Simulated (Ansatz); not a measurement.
# Run report: CdF₂, band-structure calculation

- system: CdF₂ (3 atoms in the cell)
- method: DFT PBE, scalar-relativistic, plane waves, PAW, no spin polarisation (Ansatz 0.2.0)

The structure derives from an entry of the Crystallography Open Database. Figures and captions count atoms from 1; the log counts them from 0 in places.

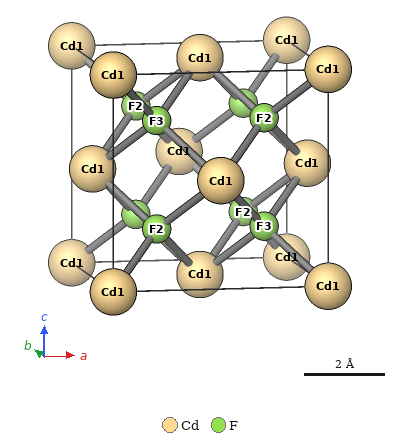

Figure 1. The structure as given in the input (ball-and-stick view of the cell 4 times as large as that of the calculation, set on its symmetry axes, seen slightly off an axis; atoms are numbered from 1 in the order of the input). An atom can appear more than once, as a periodic image.

**Input file**
```yaml
crystal:
  lattice:
    - [0.0, 2.7407038107, 2.7407038107]
    - [2.7407038107, 0.0, 2.7407038107]
    - [2.7407038107, 2.7407038107, 0.0]
  atoms:
    - { symbol: Cd, position: [0.0, 0.0, 0.0] }
    - { symbol: F, position: [0.25, 0.25, 0.25] }
    - { symbol: F, position: [0.75, 0.75, 0.75] }
basis:
  ecutwfc: 420
  ecutrho_ratio: 4
kpoints:
  mp_grid: { grid: [12, 12, 12] }
  band_path:
    path:
      - [[0.0, 0.0, 0.0], [0.5, 0.0, 0.5], [0.625, 0.25, 0.625]]
      - [[0.375, 0.375, 0.75], [0.0, 0.0, 0.0], [0.5, 0.5, 0.5], [0.5, 0.25, 0.75], [0.5, 0.0, 0.5]]
    npoints: 14
hamiltonian:
  xc: pbe
scf:
  occupations: { method: gaussian, width: 0.05 }
  n_extra_bands: 12
output:
  forces: true
  stress: true
  eigenvalues: true
  populations: true
  dos: { projected: true, de: 0.02, nscf_kmesh: { grid: [18, 18, 18] } }
  bader: true
  write_density: true
  write_potential: true
  elf: true
  volumetric_format: npy
```

Hardware: 4 threads of AMD EPYC (Zen 5), 32 GiB of memory available, shared host.

Launch command:
```bash
ansatz run input.yaml --threads 4 --pin off --max-ram 7168MiB --backend cpu --events-out ev --progress --plain --runs-dir out
```

**Output**
```
scf.n_extra_bands = 12 over 17 filled bands (N_el = 34.0): the run solves 29 bands
Engine: ansatz 0.2.0, x86_64-unknown-linux-gnu
Pseudopotentials: kind: paw
Pseudopotential: Cd, paw, valence charge 20, recommended cutoff 420 eV (normal), Cd.paw.azcp
Pseudopotential: F, paw, valence charge 7, recommended cutoff 420 eV (normal), F.paw.azcp
Functional definition: PBE
  parameter kappa = 0.804
  parameter beta = 0.06672455060314922
  exchange = pbe_x(kappa = kappa, mu = beta*pi^2/3)
  correlation = pbe_c(beta = beta)
Crystal: 3 atoms, lattice volume = 41.173 Å³
Basis set: ecut = 420 eV, 821 PW (Γ), exchange–correlation on 54×54×54 points (8 copies of the dense FFT grid, shifted against one another)
Bands: 29, of which v1, the nominal top of the filled ones, is band 17 counted from 1 (16 counted from 0)
Symmetry: 48 space group operations
Space group: Fm-3m (ITA 225), of the structure as read, at distance tolerance 3.5e-5 Å
k-points: 72 of 1728
Non-local potential: Cd, projectors of the file, l = 0: 3, l = 1: 2, l = 2: 2, l = 3: 1
Non-local potential: F, projectors of the file, l = 0: 2, l = 1: 2, l = 2: 1
PAW form: soft (Blöchl's): semilocal exchange-correlation on the pseudo side does not see the compensation charge
PAW one-centre angular grid: Cd, 590 points (default); XC on 64 Gauss nodes
PAW one-centre angular grid: F, 110 points (default); XC on 64 Gauss nodes
Initial density: superposition of atomic densities (neutral atoms: chi_scale 0, normalization atom), corrected by the library's trained network
Initial wavefunctions: pseudopotential atomic-orbital guess
Functional: x = pbe(κ = 0.804, μ = 0.2195149727645171), c = pbe(β = 0.06672455060314922)
SCF iter   1: F=—  HF=-9872.168311 eV  |F-HF|=—  |Δ(HF+E_count)|=         —  Δρ=4.70e-4  dr2=1.61e-5  ethr=1.77e-3  ⟨swp⟩=5.4  Hψ=8814  notcnv=0  defer=81
preconditioner: auto → none  [insulator: Δε(μ)=2.912 eV  Ē_g=23.632 eV  σ=0.050 eV  W_gap=1.00  n_scr=14 (ndim 8)  ℏωp=29.5 eV  f_vac=0.147  D(μ)=0.00/eV (n_scr^D=0)  ε∞_Penn≈2.6]
SCF iter   2: F=—  HF=-9872.169078 eV  |F-HF|=—  |Δ(HF+E_count)|=   7.67e-4  Δρ=2.41e-4  dr2=4.18e-6  ethr=4.73e-8  ⟨swp⟩=3.0  Hψ=4325  notcnv=0  defer=237
SCF iter   3: F=—  HF=-9872.169161 eV  |F-HF|=—  |Δ(HF+E_count)|=   8.37e-5  Δρ=1.26e-4  dr2=2.49e-6  ethr=1.23e-8  ⟨swp⟩=2.0  Hψ=2503  notcnv=0  defer=237
iter 4 did not close the SCF: its close was put off for the readings that it lacked (scf_convergence_deferred on its scf_iter line)
SCF iter   4: F=-9872.169173 eV  HF=-9872.169172 eV  |F-HF|=1.45e-6  |Δ(HF+E_count)|=   1.06e-5  Δρ=3.23e-5  dr2=9.99e-8  ethr=7.32e-9  ⟨swp⟩=2.1  Hψ=2423  notcnv=0  defer=237
iter 5 did not close the SCF: its close was put off for the readings that it lacked (scf_convergence_deferred on its scf_iter line)
SCF iter   5: F=-9872.169173 eV  HF=-9872.169173 eV  |F-HF|=6.48e-9  |Δ(HF+E_count)|=   1.51e-6  Δρ=7.90e-6  dr2=2.02e-8  ethr=2.94e-10  ⟨swp⟩=2.0  Hψ=2503  notcnv=0  defer=237
SCF iter   6: F=-9872.169173 eV  HF=-9872.169173 eV  |F-HF|=2.11e-10  |Δ(HF+E_count)|=   4.39e-9  Δρ=2.33e-6  dr2=1.02e-9  ethr=5.94e-11  ⟨swp⟩=9.0  Hψ=12647  notcnv=0
SCF 1 converged in 6 iterations: F = -9872.169173 eV  dr2 = 1.02e-9
  greatest PAW one-centre occupation: 1.000 electrons in one spin orbital (limit 2), on the Cd atom at site 0 (counted from 0), in its partial waves of l = 1
```

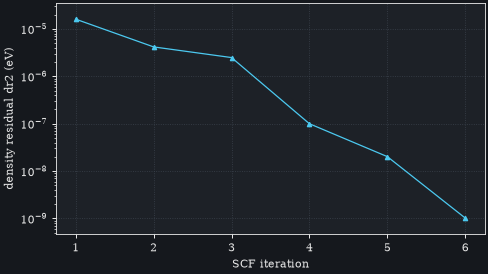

Figure 2. Convergence of the self-consistent field: density residual dr2 against the SCF iteration. The residual falls at every step.

```
NSCF: frozen V_eff on 86 k-points
NSCF: frozen V_eff on 195 k-points
SCF converged after 6 iterations
Free energy (F): -9872.169173 eV
Harris-Foulkes:  -9872.169173 eV  (|F-HF|=2.11e-10)
Internal energy: -9872.169173 eV  (E = F + TS)
E sigma→0 (E₀):  -9872.169173 eV
Fermi energy:    7.142059 eV
--- Per-component energies (eV) ---
  E_band       = -505.373920
  E_kinetic    = 917.062737
  E_local      = -4338.435460  (includes V_loc(G=0)·N_el)
  E_nonlocal   = 183.928518
  E_hartree    = 1916.918829
  E_xc         = -334.808073
  E_vxc        = -424.102222  (∫ρ·V_xc dr)
  E_paw        = -4487.633557  (= ΣΔE_a)
  E_vpaw       = -677.669257  (= ΣTr[D̂ρ^β])
  E_aug_tail   = 0.004080  (compensation charges beyond the density's cutoff)
  E_ewald      = -3729.206246
  E_smearing   = -0.000000  (= −TS)
  E_closure    = 0.000000  (closes the sum)
  Σ components = -9872.169173   (vs F -9872.169173, Δ=0.00e0)
--- Forces (eV/Å), atoms counted from 1 ---
  atom   1  Cd    -0.00000000     0.00000000    -0.00000000
  atom   2  F      0.00000000     0.00000000     0.00000000
  atom   3  F      0.00000000    -0.00000000    -0.00000000
  max |Σ_I F_I| component: 5.78e-18 eV/Å
--- Stress (GPa, compression-positive) ---
        0.005130       0.000000       0.000000
       -0.000000       0.005130      -0.000000
        0.000000       0.000000       0.005130
  P = ⅓ Tr σ = 0.0051 GPa (0.051 kbar)
--- Band table (eV; the first three rows and the last of 72) ---
  k-point 0: bands = ["-92.8166", "-53.9190", "-53.9190", "-53.9190", "-14.8434", "-13.8800", "0.2081", "0.2081", "0.2081", "1.2013", "1.2013", "4.8305", "4.8305", "4.8305", "5.1252", "5.1252", "5.1252", "8.5990", "18.1326", "18.1326", "18.1326", "22.8704", "25.2191", "25.2191", "28.4145", "28.4145", "28.4145", "28.8107", "28.8107"]
  k-point 1: bands = ["-92.8166", "-53.9191", "-53.9190", "-53.9190", "-14.8239", "-13.8970", "0.2315", "0.2315", "0.2730", "1.1947", "1.1947", "4.5812", "4.7751", "4.7751", "5.1195", "5.1413", "5.1413", "8.8606", "17.7785", "18.2273", "18.2273", "23.3648", "25.0044", "25.0044", "28.3778", "28.4114", "28.4114", "28.5448", "29.1653"]
  k-point 2: bands = ["-92.8166", "-53.9194", "-53.9191", "-53.9191", "-14.7676", "-13.9460", "0.2944", "0.2944", "0.4577", "1.1815", "1.1815", "4.1252", "4.6342", "4.6342", "4.9384", "5.1732", "5.1732", "9.5287", "17.0404", "18.4935", "18.4935", "24.2963", "24.5559", "24.5559", "27.9080", "28.4051", "28.4051", "28.5105", "29.9862"]
  k-point 71: bands = ["-92.8166", "-53.9202", "-53.9202", "-53.9197", "-14.3201", "-14.3201", "0.7382", "1.0105", "1.0495", "1.1446", "1.1446", "2.3701", "3.2162", "4.2637", "4.2637", "5.1807", "5.6836", "13.3440", "17.0153", "17.0153", "17.0322", "21.4621", "24.5209", "26.3693", "26.3693", "30.0599", "30.0599", "33.8493", "33.9699"]
--- Löwdin populations: 3 sites ---
  site symbol       q [e]
     0     Cd     18.4535
     1      F      7.7051
     2      F      7.7051
  spilling = 0.004011 (of n_electrons = 34.000000)
--- Bader charges: 3 sites ---
  site symbol  charge [e]  shift [e]
     0     Cd      1.4769     0.0024
     1      F     -0.7385     0.0012
     2      F     -0.7385     0.0012
  estimated error of the sums over rays = 8.3e-5 e
```

**File populations.tsv**
```
# site	symbol	l	j	q
# orbitals = lowdin
# n_electrons = 34.000000
# spilling = 0.004011
0	Cd	0_4S	-	1.999041
0	Cd	0_5S	-	0.460832
0	Cd	1_4P	-	5.999372
0	Cd	2_4D	-	9.994256
1	F	0_2S	-	1.960427
1	F	1_2P	-	5.744639
2	F	0_2S	-	1.960427
2	F	1_2P	-	5.744639
```

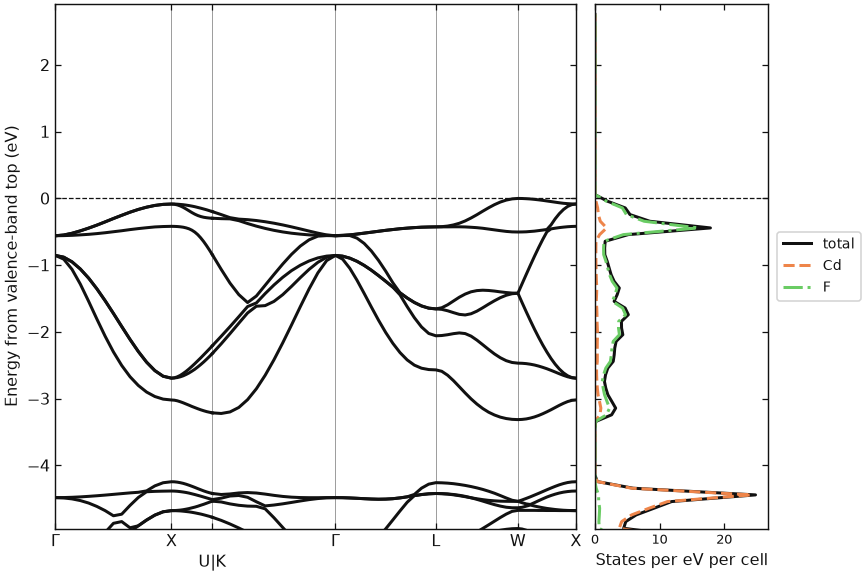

Figure 3. Band structure along Γ–X–U|K–Γ–L–W–X and density of states (projected on Löwdin-orthogonalised atomic shells), with energies from the valence-band top. There is a gap of 2.92 eV on this path, indirect, from W to Γ.

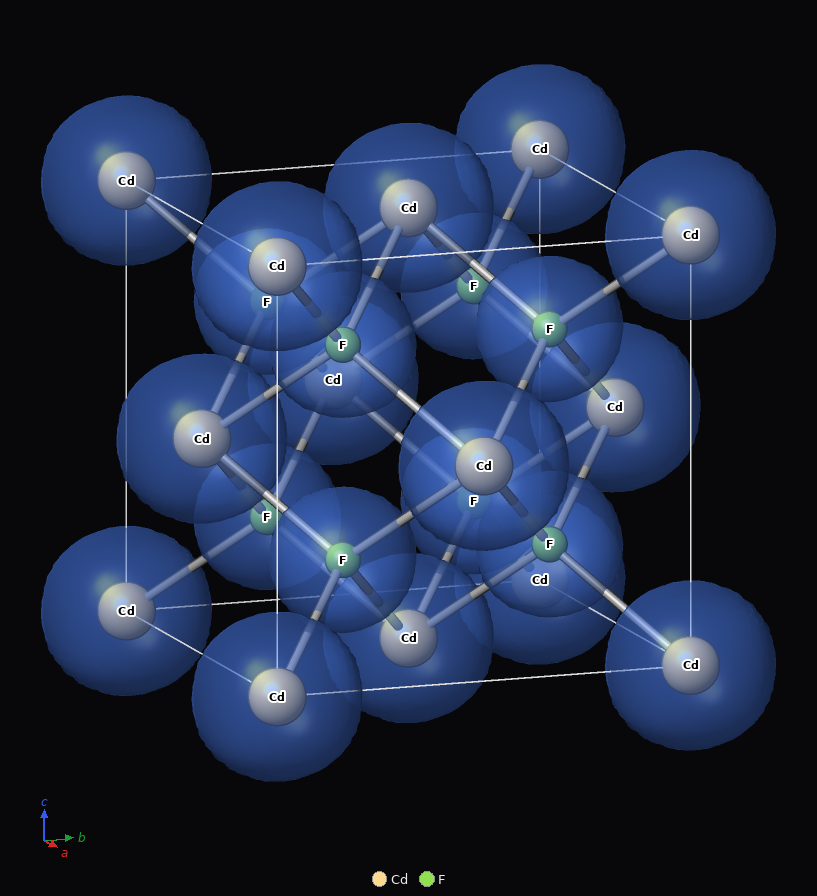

Figure 4. Isosurface of the valence pseudo-density at 0.4 e/Å³ (blue), seen slightly off an axis. Sticks mark near contacts. The outline is the cell set on symmetry axes. At this value the density breaks into separate islands; it holds about 90 % of the electrons treated as valence (semicore included). It is pinched off along the Cd–F (2.37 Å) contacts. On the grid the lowest density along these lines, outside the cores, is 0.27 e/Å³ (Cd–F, 2.37 Å). The fields are those of the smooth PAW valence density.

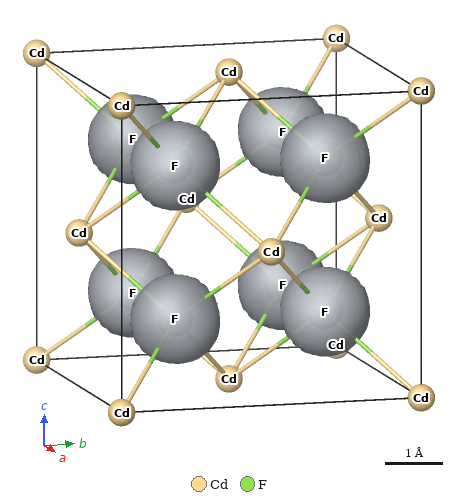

Figure 5. Isosurface of the electron localisation function at 0.7 (grey), seen slightly off an axis. Core shells and regions of very low density are left out. Sticks mark near contacts. The outline is the cell set on symmetry axes. Values along the shortest contacts:

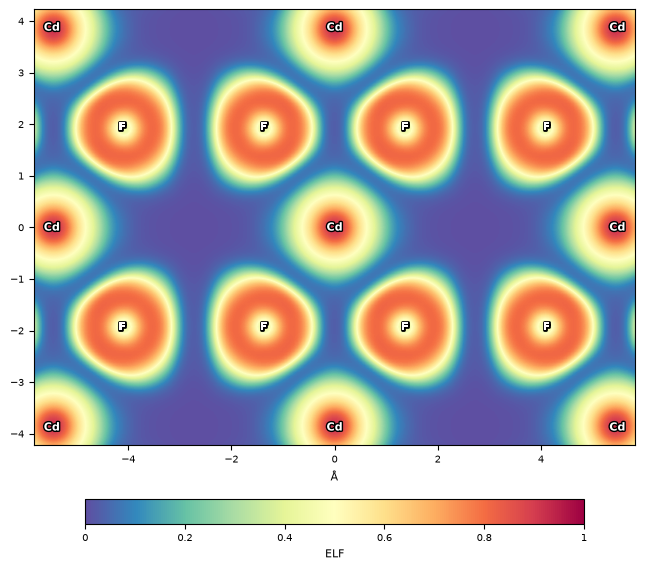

Figure 6. Electron localisation function on the (011) plane of the conventional cell. Atoms in the plane: Cd and F. Cd–F (2.37 Å): the ELF is about 0.05 at the midpoint, as expected for ionic bonding with no shared pair. The strong features right at Cd lie inside the PAW spheres (semicore, d or f shells) and say nothing about bonding.

**Results in brief**

```tsv
quantity	value
outcome	converged
space group (tolerance 0.01 Å)	Fm-3m (225)
electrons treated	34
free energy	−9872.1692 eV
Fermi energy	7.142 eV
gap on the k-point mesh	2.92 eV
gap on the band path	2.92 eV
pressure	0.01 GPa
largest force (length of the vector)	under 0.001 eV/Å
wall time	3.8 s (CPU time 14 s)
peak memory	0.47 GiB
```
